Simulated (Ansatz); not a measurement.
## A hole started on a pair of O atoms pulled together in HfO2 (P2_1/c)

Question: is an added hole in HfO2 (P2_1/c) a free carrier or a small polaron? The trial puts it on a pair of O atoms pulled together. The model is a cell of 96 host atoms; several levels of theory are compared, with their cost.

Calculated with Ansatz 0.2.0; plane-wave PAW DFT, PBE0 form with 0.202 exact exchange; relaxation of all atoms of a supercell at fixed charge in a uniform background; PAW set soft_1.

In doubt: the hybrid run may have settled on a false gap or state (step 2), so the values of those runs are not to be relied on.

## (1) Set-up

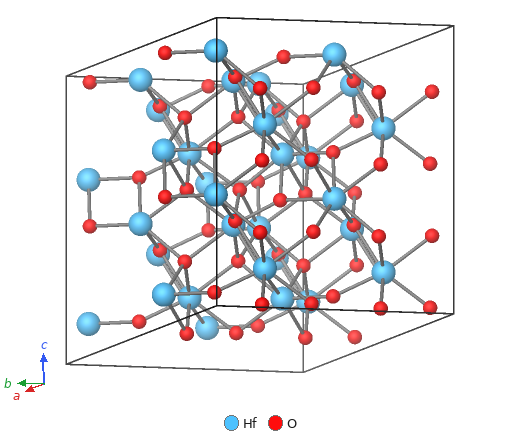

The starting structure, seen from a free direction (hafnium blue, oxygen red).

The cell holds 96 atoms: 32 Hf and 64 O. Cell: a = 10.192 Å, b = 10.355 Å, c = 10.542 Å, α = 90.0°, β = 99.6°, γ = 90.0°. It derives from HfO2 (space group P2_1/c). Nearest the centre at fractional (0.656, 0.605, 0.465): O91 at 1.08 Å, O84 at 1.08 Å, Hf73 at 1.72 Å, Hf88 at 1.74 Å, O53 at 2.52 Å, O78 at 2.66 Å, Hf50 at 2.67 Å, O93 at 2.74 Å. The cell carries charge +1.

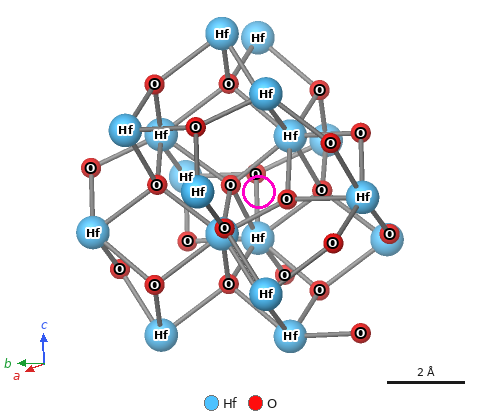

The atoms within 5 Å of the centre. A ring marks the centre wherever it is empty.

The host's dielectric constants go in as inputs: principal values (4.69, 5.07, 5.10) for the electrons alone, principal values (14.94, 18.84, 20.97) with the ions, computed on the host (DFPT, PBEsol).

The cell's shortest repeat is 10.2 Å.

The centre named in tables marks the trial (a pair of O atoms pulled together), and distances without another origin count from it. The distances above are those of the displaced start.

## (2) Relaxation with the hole, PBE0 (α = 0.202)

A share of exact exchange removes much of the self-interaction that would spread the carrier over the cell. Its share α is set to 1/ε∞ of the host. A carrier doesn't trap itself from the perfect lattice, where equivalent sites compete, so the atoms around the trial site start displaced and the spin starts there. The total moment is locked to that of one carrier.

File qp1_M1_trap.hrelax/input.yaml:

```yaml
crystal:
  lattice:
    - [10.19212579, 0.0, -0.00329993]
    - [0.0, 10.35505966, 0.0]
    - [-1.75635781, 0.0, 10.39467484]
  atoms:
    - { symbol: Hf, position: [0.138577, 0.228511, 0.354094] }
    - { symbol: Hf, position: [0.361423, 0.478511, 0.395906] }
[... 2 atom lines left out ...]
    - { symbol: O, position: [0.223566, 0.370898, 0.490011] }
[... 4 atom lines left out ...]
    - { symbol: O, position: [0.464353, 0.418733, 0.079609] }
    - { symbol: O, position: [0.464353, 0.331267, 0.329609] }
[... 10 atom lines left out ...]
    - { symbol: O, position: [0.464353, 0.418733, 0.579609] }
[... 3 atom lines left out ...]
    - { symbol: Hf, position: [0.361423, 0.978511, 0.395906] }
    - { symbol: Hf, position: [0.361423, 0.771489, 0.145906] }
[... 2 atom lines left out ...]
    - { symbol: O, position: [0.276434, 0.620898, 0.259989] }
[... 4 atom lines left out ...]
    - { symbol: O, position: [0.464353, 0.831267, 0.329609] }
    - { symbol: O, position: [0.035647, 0.581267, 0.420391] }
[... 2 atom lines left out ...]
    - { symbol: Hf, position: [0.361423, 0.771489, 0.645906] }
    - { symbol: Hf, position: [0.138577, 0.521489, 0.604094] }
[... 2 atom lines left out ...]
    - { symbol: O, position: [0.276434, 0.629102, 0.509989] }
[... 1 atom line left out ...]
    - { symbol: O, position: [0.035647, 0.668733, 0.670391] }
    - { symbol: O, position: [0.464353, 0.918733, 0.579609] }
[... 2 atom lines left out ...]
    - { symbol: Hf, position: [0.638577, 0.228511, 0.354094] }
    - { symbol: Hf, position: [0.861423, 0.478511, 0.395906] }
[... 2 atom lines left out ...]
    - { symbol: O, position: [0.723566, 0.370898, 0.490011] }
[... 2 atom lines left out ...]
    - { symbol: O, position: [0.723566, 0.379102, 0.240011] }
[... 2 atom lines left out ...]
    - { symbol: O, position: [0.964353, 0.331267, 0.329609] }
    - { symbol: O, position: [0.535647, 0.081267, 0.420391] }
[... 1 atom line left out ...]
    - { symbol: Hf, position: [0.861423, 0.478511, 0.895906] }
    - { symbol: Hf, position: [0.861423, 0.271489, 0.645906] }
    - { symbol: Hf, position: [0.638577, 0.021489, 0.604094] }
[... 2 atom lines left out ...]
    - { symbol: O, position: [0.776434, 0.129102, 0.509989] }
    - { symbol: O, position: [0.723566, 0.379102, 0.740011] }
[... 1 atom line left out ...]
    - { symbol: O, position: [0.964353, 0.418733, 0.579609] }
[... 2 atom lines left out ...]
    - { symbol: Hf, position: [0.638577, 0.728511, 0.354094] }
    - { symbol: Hf, position: [0.861423, 0.978511, 0.395906] }
    - { symbol: Hf, position: [0.861423, 0.771489, 0.145906] }
    - { symbol: Hf, position: [0.638577, 0.521489, 0.104094] }
    - { symbol: O, position: [0.723566, 0.870898, 0.490011] }
    - { symbol: O, position: [0.776434, 0.620898, 0.259989] }
[... 1 atom line left out ...]
    - { symbol: O, position: [0.723566, 0.879102, 0.240011] }
    - { symbol: O, position: [0.535647, 0.668733, 0.170391] }
[... 1 atom line left out ...]
    - { symbol: O, position: [0.964353, 0.831267, 0.329609] }
    - { symbol: O, position: [0.553553, 0.584551, 0.426939], spin: 0.5 }
    - { symbol: Hf, position: [0.638577, 0.728511, 0.854094] }
[... 1 atom line left out ...]
    - { symbol: Hf, position: [0.861423, 0.771489, 0.645906] }
    - { symbol: Hf, position: [0.638577, 0.521489, 0.604094] }
[... 1 atom line left out ...]
    - { symbol: O, position: [0.776434, 0.620898, 0.759989] }
    - { symbol: O, position: [0.758528, 0.625818, 0.503442], spin: 0.5 }
    - { symbol: O, position: [0.723566, 0.879102, 0.740011] }
    - { symbol: O, position: [0.535647, 0.668733, 0.670391] }
    - { symbol: O, position: [0.964353, 0.918733, 0.579609] }
[... 1 atom line left out ...]
    - { symbol: O, position: [0.535647, 0.581267, 0.920391] }
  host:
    repeats: [2, 2, 2]
    atoms:
      - { symbol: Hf, position: [0.277155, 0.457022, 0.708187] }
      - { symbol: Hf, position: [0.722845, 0.957022, 0.791813] }
      # ... 10 more atoms of the perfect host
total_charge: 1
basis:
  ecutwfc: 420
  xc_grid: 2
hamiltonian:
  xc: { preset: pbe0, exx: 0.202 }
  pseudopotentials: { kind: paw, azcp: { folder: soft_1 } }
kpoints:
  mp_grid: { grid: [1, 1, 1] }
magnetization:
  spin_polarized: true
  initial_magnetization: 1
  spin_locking: { lock_magnetization: hard }
scf:
  occupations: { method: fixed }
  max_iter: 80
output:
  forces: true
  charged_corrections:
    epsilon: [[5.04, 0.0, 0.14], [0.0, 5.07, 0.0], [0.14, 0.0, 4.75]]
    static_epsilon: [[20.65, 0.0, 1.35], [0.0, 18.84, 0.0], [1.35, 0.0, 15.26]]
    defect_position: [0.656041, 0.605185, 0.46519]
relax:
  f_tol: 0.03
  max_steps: 45
  random_displacement: { amplitude: 0.02, seed: 8205 }
checkpoint:
  write: "../qp1_M1_trap.hrelax.run"
  compress: false
  write_wavefunctions: true
  write_every: 100000
```

On the command line:

```
$ ansatz run input.yaml --threads 32 --pin off --max-ram 84787MiB --backend cuda --events-out ev --progress --plain --runs-dir out --max-vram 78GiB
```

Numbers of over 12 decimals in the logs are rounded to 6 here.

The program printed:

```text
[... repeated set-up lines and file paths are left out, and long positions are rounded to six places ...]
Engine: ansatz 0.2.0, aarch64-unknown-linux-gnu
Pseudopotentials: kind: paw
Pseudopotential: Hf, paw, valence charge 26, recommended cutoff 420 eV (normal), soft_1/Hf.paw.azcp
Pseudopotential: O, paw, valence charge 6, recommended cutoff 420 eV (normal), soft_1/O.paw.azcp
Functional definition: unnamed
  parameter a_1 = 0.202
  exchange = (1 - a_1)*pbe_x + a_1*exact_x
  correlation = pbe_c
davidson cushion auto → on  (no smearing: the cushion is to keep the highest requested band from converging to the state above it; pin scf.eigensolver.cushion to override)
[...]
Crystal: 96 atoms, lattice volume = 1096.995 Å³
Basis set: ecut = 420 eV, 21487 PW (Γ), exchange–correlation on 144×144×144 points (8 copies of the dense FFT grid, shifted against one another)
Bands: 730, of which v1, the nominal top of the filled ones, is band 608 counted from 1 (607 counted from 0)
Symmetry: 1 space group operations
k-points: 1
Non-local potential: Hf, projectors of the file, l = 0: 3, l = 1: 2, l = 2: 2, l = 3: 3
Non-local potential: O, projectors of the file, l = 0: 2, l = 1: 2, l = 2: 1
PAW form: soft (Blöchl's): semilocal exchange-correlation on the pseudo side does not see the compensation charge
PAW frozen core: Hf, regenerated for the run's functional, and the local potential with it (the file was generated under x = pbe(κ = 0.804, μ = 0.219515), c = pbe(β = 0.066725))
PAW frozen core: O, regenerated for the run's functional, and the local potential with it (the file was generated under x = pbe(κ = 0.804, μ = 0.219515), c = pbe(β = 0.066725))
PAW one-centre angular grid: Hf, 590 points (default); XC on 64 Gauss nodes
PAW one-centre angular grid: O, 110 points (default); XC on 64 Gauss nodes
Initial density: superposition of atomic densities (chi_scale 0.1, normalization cell, long waves kept (reshape's long-wave potential 0.04 eV rms))
Starting moments: Σ|m| = 1 μB on 2 of 96 sites
Initial wavefunctions: pseudopotential atomic-orbital guess
[...]
Functional: x = pbe(κ = 0.804, μ = 0.219515), c = pbe(β = 0.066725), warm-up for x = 0.798 pbe(κ = 0.804, μ = 0.219515) + 0.202 exact, c = pbe(β = 0.066725)
iter 1 solved again at ethr=6.11e-3 eV; its pass at ethr=1.00e-1 eV (dr2=7.42e1 eV) is discarded
SCF iter   1: F=—  HF=-539636.403392 eV  |Δ(HF+E_count)|=         —  Δρ=4.59e-2 (↑4.54e-2 ↓4.59e-2)  dr2=7.65e1  dr2_m=3.14e-1  M=1.000 μB ∫|m|=1.226 μB  Hψ=9379  reapply=2
preconditioner: auto → none  [insulator: Δε(μ)=0.098 eV  Ē_g=19.277 eV  n_scr=410 (ndim 8)  ℏωp=38.0 eV  f_vac=0.007]
SCF iter   2: F=—  HF=-539615.059714 eV  |Δ(HF+E_count)|=    2.13e1  Δρ=2.58e-2 (↑2.58e-2 ↓2.57e-2)  dr2=2.10e1  dr2_m=1.43e-1  M=1.000 μB ∫|m|=1.173 μB  Hψ=3458
[...]
SCF iter  21: F=-539611.901067 eV  HF=-539611.901067 eV  |Δ(HF+E_count)|=   4.66e-9  Δρ=1.75e-6 (↑1.43e-6 ↓1.75e-6)  dr2=2.89e-8  dr2_m=1.81e-8  M=1.000 μB ∫|m|=1.233 μB sched 1.08e-11)  Hψ=3464
SCF 1 converged in 21 iterations: F = -539611.901067 eV  dr2 = 2.89e-8
  greatest PAW one-centre occupation: 0.999 electrons in one spin orbital (limit 2), on the Hf atom at site 75 (counted from 0), in its partial waves of l = 0
the semilocal start has a gap of 0.070 eV: under exact exchange another state, often on complex orbitals, can lie lower than the one that it leads to. A single point with scf.lower_state_search: full and scf.eigensolver.gamma_real: false can look for it
[...]
Starting moments: Σ|m| = 1 μB on 2 of 96 sites; this step starts from the density that it was given
[...]
Exchange kernel: α = 0.2020, full range, Wigner–Seitz truncation, v(0) = 3649.5467 eV·Å³, q-mesh 1×1×1, nearest image of the exchange supercell L = 10.19 Å, pair-density grid 50×50×50, without the augmentation charges, whose exchange is taken in its separable [...]
Frozen-core exchange: fock
[...]
SCF 2 stopped early in 7 iterations: F = -539559.246481 eV  dr2 = 8.63e-5
[...]
hybrid outer 1: dexx = +4.220e-1 eV, tail = 7.38e-3 eV
[...]
hybrid outer 3: dexx = +1.154e-5 eV, tail = 8.32e-7 eV, Δε = 7.51e-4 eV (about 6.14e-4 eV left of the loop's levels), ΔF = 3.46e-3 eV/Å (tail 1.09e-2)
[...]
hybrid outer 5: dexx = +6.160e-10 eV, tail = 1.08e-8 eV, Δε = 5.82e-6 eV (about 6.64e-5 eV left of the loop's levels), ΔF = 2.07e-5 eV/Å (tail 6.25e-4)
[...]
SCF 9 converged in 5 iterations: F = -539560.205969 eV  dr2 = 1.35e-6
[...]
SCF 11 converged in 10 iterations: F = -539560.345076 eV  dr2 = 3.37e-7
[...]
relax step   3: F+E_penalty+E_count = -539560.34482903 eV  Δ(F+E_penalty+E_count) = -1.389e-1 eV  max|allowed force component| = 2.645e-1 eV/Å  Δτ_max = 0.0640 Å  (24 SCF iters, dr2 threshold 5.68e-5 eV, accepted)
[... the SCF cycles and remarks between the steps are left out from here to the last step ...]
relax step   4: F+E_penalty+E_count = -539560.12106680 eV  Δ(F+E_penalty+E_count) = +2.238e-1 eV  max|allowed force component| = 8.417e-1 eV/Å  Δτ_max = 0.0439 Å  (23 SCF iters, dr2 threshold 4.37e-6 eV, rejected (line search))
[...]
hybrid outer 3: dexx = +5.339e-5 eV, tail = 1.46e-6 eV, Δε = 2.26e-3 eV (about 4.83e-4 eV left of the loop's levels), ΔF = 1.11e-2 eV/Å (tail 7.27e-2)
[...]
hybrid outer 1: dexx = +8.939e0 eV, tail = 1.49e-1 eV
[...]
SCF 24 converged in 3 iterations: F = -539559.952546 eV  dr2 = 4.77e-10
[...]
hybrid outer 2: dexx = +1.959e-5 eV, tail = 6.80e-6 eV, Δε = 5.78e-4 eV (about 7.02e-5 eV left of the loop's levels), ΔF = 9.30e-2 eV/Å (tail 1.37e-1)
[...]
hybrid outer 1: dexx = +1.274e-2 eV, tail = 1.24e-4 eV
[...]
SCF iter   3: F=-539560.406493 eV  HF=-539560.406493 eV  |Δ(HF+E_count)|=  4.66e-10  Δρ=1.06e-7 (↑9.99e-8 ↓1.06e-7)  dr2=9.64e-11  dr2_m=7.83e-11  M=1.000 μB ∫|m|=1.412 μB sched 1.00e-12)  Hψ=3286
SCF 30 converged in 3 iterations: F = -539560.406493 eV  dr2 = 9.64e-11
[...]
hybrid outer 3: dexx = +2.181e-9 eV, tail = 6.66e-10 eV, Δε = 1.15e-5 eV (about 1.45e-6 eV left of the loop's levels), ΔF = 1.65e-3 eV/Å (tail 8.87e-4)
the filled states extend beyond the cell (their overlap across the Brillouin zone is 0.000, against 0 in a metal and nearly 1 for localised states). With one k-point a hybrid's gap, moments and forces can then be wrong. [...]
[...]
relax step   8: F+E_penalty+E_count = -539560.40649327 eV  Δ(F+E_penalty+E_count) = -2.473e-4 eV  max|allowed force component| = 9.092e-3 eV/Å  Δτ_max = 0.0031 Å  (14 SCF iters, accepted)
hybrid SCF converged: 3 outer / 14 inner (+0 warm-up), last move |dexx| = 2.18e-9 eV, tail = 6.66e-10 eV
Magnetization: 1.0000 μB (608.0000 up, 607.0000 down)
Absolute magnetization: 1.4180 μB (∫|ρ↑−ρ↓|, with the PAW one-centre terms)
Spin contamination: 0.0060 ħ² per cell (⟨S²⟩ above its minimum at these occupations)
Per-site moments (μB) at R_I (Å): [(-8.14255011005699e-5, 0.840639), (-0.00299812, 0.845894), (-0.0029947, 0.845907), [... 6 left out ...]
Free energy (F): -539560.406493 eV
Harris-Foulkes:  -539560.406493 eV  (|F-HF|=3.49e-10)
Internal energy: -539560.406493 eV  (E = F + TS)
E sigma→0 (E₀):  -539560.406493 eV
Fermi energy:    11.924483 (↑ 11.924483, ↓ 11.917556) eV
--- Per-component energies (eV) ---
  E_band       = -4084.048522
  E_kinetic    = 23748.002656
  E_local      = -235434.269393  (includes V_loc(G=0)·N_el)
  E_nonlocal   = 4996.175252
  E_hartree    = 111938.564399
  E_xc         = -10651.313885
  E_vxc        = -11387.663063  (∫ρ·V_xc dr)
  E_exx        = -4403.176275  (= α·E_x^exact, valence–valence)
  E_paw        = -254499.036542  (= ΣΔE_a)
  E_vpaw       = -1077.121504  (= ΣTr[D̂ρ^β])
  E_aug_tail   = 0.051486  (compensation charges beyond the density's cutoff)
  E_ewald      = -175283.137419
  E_core_change = 27.733228  (= ΣΔE_core)
  E_smearing   = -0.000000  (= −TS)
  E_closure    = -0.000000  (closes the sum)
  E_deformation_potential = 22.405255  (in the stress; not in F)
  Σ components = -539560.406493   (vs F -539560.406493, Δ=0.00e0)
--- Forces (eV/Å), atoms counted from 1 ---
  atom   1  Hf     0.00802769     0.00038711     0.00246912
  atom   2  Hf     0.00591636    -0.00274926     0.00293575
  [... 4 atoms left out ...]
  [... 90 more lines of this table ...]
  max |Σ_I F_I| component: 5.37e-5 eV/Å
--- Charged-cell corrections in eV (Makov–Payne, q = +1.000 e, ε = [[20.650, 0.000, 1.350], [0.000, 18.840, 0.000], [1.350, 0.000, 15.260]]) ---
  F (periodic)     = -539560.406493  (uncorrected; the corrections below are reported, never added to it)
  E_corr1          = +0.108893  (monopole, q²α_M/2ε̄L, of the cell on which ε is isotropic)
  F Makov-Payne    = -539560.297601  (F + E_corr1; no measured alignment; for a localised charge, not one spread in a band: unchecked)
  no potential alignment in this run, which stands beside a crystal: run the host's input off ansatz write-host-input, and read the two finished runs by ansatz place-levels (neither reads a slab, a wire or a sheet, whose cell leaves a vacuum)
--- Band table (eV) ---
  k-point 0 ↑: bands = ["-50.5147", "-50.5087", "-50.5087", "-50.5066", "-50.5066", "-50.5060", "-50.5060", "-50.5050", "-50.4992", [... rest cut ...]
  k-point 0 ↓: bands = ["-50.5187", "-50.5129", "-50.5128", "-50.5108", "-50.5107", "-50.5102", "-50.5102", "-50.5091", "-50.5034", [... rest cut ...]
  guard bands above this table: 67 of the run's 730 bands. The solve was not asked for them (output.publish_guard_bands: true or output.eigenvalues: true publishes all)
--- Relaxed structure (8 steps of the walk, 6 accepted, 0 SCFs on fresh bases) ---
  F+E_penalty+E_count = -539560.40649327 eV   max|allowed force component| = 9.092e-3 eV/Å
  atoms:
    - { symbol: Hf, position: [0.137723, 0.228898, 0.354424] }
    - { symbol: Hf, position: [0.360337, 0.479404, 0.396410] }
    [... 4 atoms left out ...]
  [... 90 more lines of this table ...]
```

Run time: 1.8 min. Hardware: 1 × NVIDIA GB200 with 32 threads of Arm Neoverse V2, shared host; peak memory 2.9 GiB.

Relaxation path:

| step | energy less that of the first step (eV) | largest force component (eV/Å) |
| --- | --- | --- |
| 1 | 0.0000 | 4.8512 |
| 2 | -0.9754 | 0.9536 |
| 3 | -1.1143 | 0.2645 |
| 4 | -0.8905 | 0.8417 |
| 5 | -1.1666 | 0.1401 |
| 6 | -0.7220 | 1.0949 |
| 7 | -1.1757 | 0.0073 |
| 8 | -1.1760 | 0.0091 |

Relaxation steps 4, 6 were tried and not accepted.

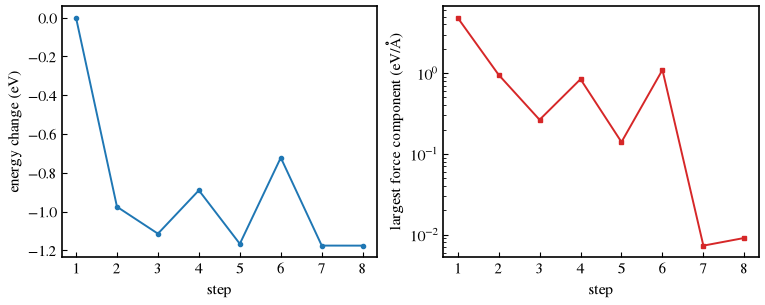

Energy and largest force along the relaxation.

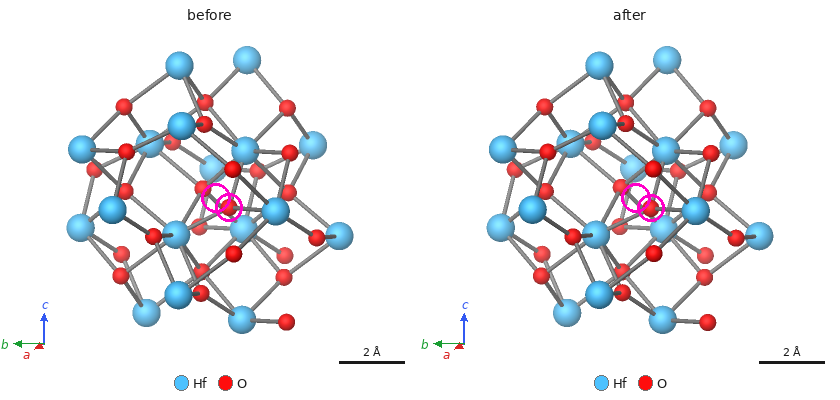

Before and after: the atoms that start within 5 Å of the centre. O84, which moves most, is ringed if it is among them. A ring with no atom in it marks the empty centre.

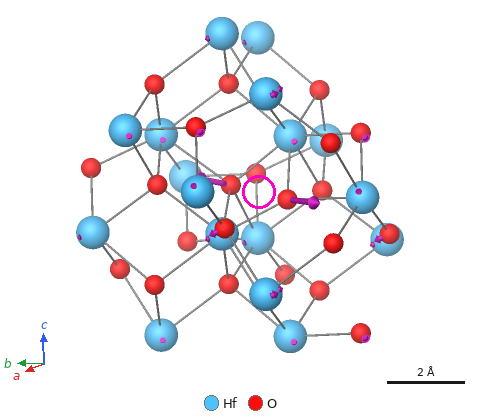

Displacements in the relaxation from the typed sites near the centre, exaggerated, the mean shift taken out; the longest in the cell stands for 0.20 Å. A ring marks the centre wherever it is empty.

The atoms that moved most (Å, from the sites as typed, ahead of the random displacement, the mean shift of all atoms taken out):

| atom | dx | dy | dz | length |
| --- | --- | --- | --- | --- |
| O84 | -0.189 | -0.006 | -0.055 | 0.197 |
| O91 | 0.167 | 0.035 | 0.060 | 0.181 |
| O10 | 0.018 | -0.029 | -0.013 | 0.036 |
| O35 | 0.018 | 0.029 | -0.013 | 0.036 |
| O46 | 0.018 | -0.029 | -0.013 | 0.036 |
| O69 | -0.018 | -0.029 | 0.013 | 0.036 |
| O57 | -0.018 | -0.029 | 0.013 | 0.036 |
| O22 | 0.018 | -0.029 | -0.012 | 0.036 |

The moves above count from the input, in which the atoms at the trial site were already displaced.

Neighbours of the ideal centre at the end:

| atom | distance (Å) |
| --- | --- |
| O91 | 1.257 |
| O84 | 1.270 |
| Hf73 | 1.731 |
| Hf88 | 1.739 |
| O53 | 2.521 |
| O78 | 2.667 |
| Hf50 | 2.680 |
| O93 | 2.753 |

The sizes of the moments in the atoms' spheres add to about 1.2 μB, shared by about 18 atoms in effect: the carrier has spread out.

## (3) The states that it is compared with

Its energy has a meaning only beside the cell without the carrier and the carrier left in the undistorted cell, under the same functional.

Times on 1 × NVIDIA GB200 with 32 threads of Arm Neoverse V2, shared host:

| charge | start | kind | largest moment on one atom (μB) | time |
| --- | --- | --- | --- | --- |
| 0 | ideal sites | relaxation | - | 27 s |
| +1 | the relaxed neutral cell | single point, state in doubt | 0.03 | 19 s |

(Continued in part 2 of 2.)

[Logs are printed without paths, hosts, clocks, repeated set-up lines and the standing remarks that a program may print on its own settings, such as how far it seeks lower states.]

[Hosts, paths, dates, database ids (printed as entryN), source tags and the programs' standing remarks are cut or masked in the printed files.]

[For some hosts the program warned that the k-mesh of the response run may be too coarse for force constants and the static dielectric constant; such warnings are not shown here.]
